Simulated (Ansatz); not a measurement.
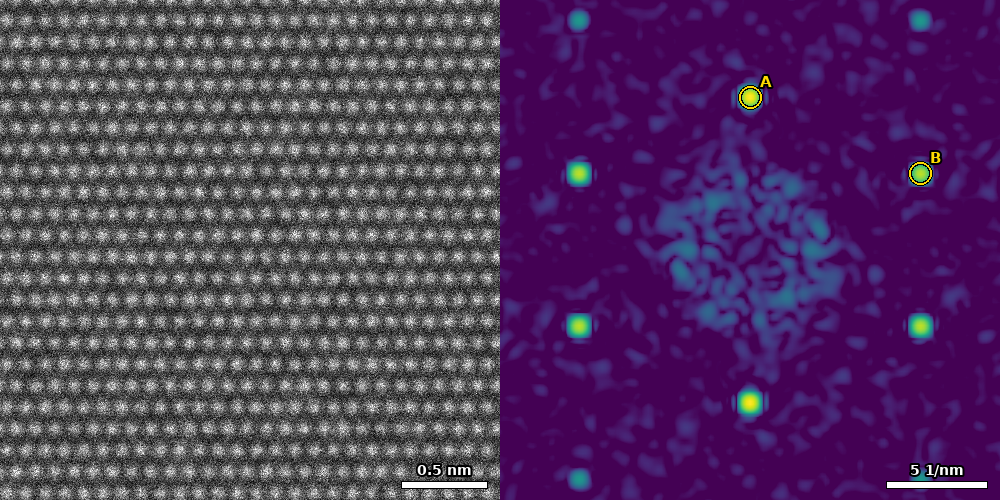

Integrated-DPC-like image of a crystal. Simulated as the projected potential of neutral atoms (B = 0.3 Å²) blurred by a 0.50 Å probe, the thin-sample limit of integrated differential phase contrast. Shot noise and the speckle of an amorphous layer were added.

The right panel is the modulus of the image's Fourier transform on a logarithmic scale.

### Which lattice spacings do the marked spots stand for, and what angle do A and B enclose?

A: 1.3 Å, B: 1.1 Å; A and B enclose about 66°.

The crystal is Co (Fd-3m, No. 227) along [210]; the spots are (0 0 -4) and (2 -4 -2). Structure: the input geometry of an electronic-structure calculation (not necessarily at equilibrium); the starting structure was generated, so it need not be a known form of this composition.
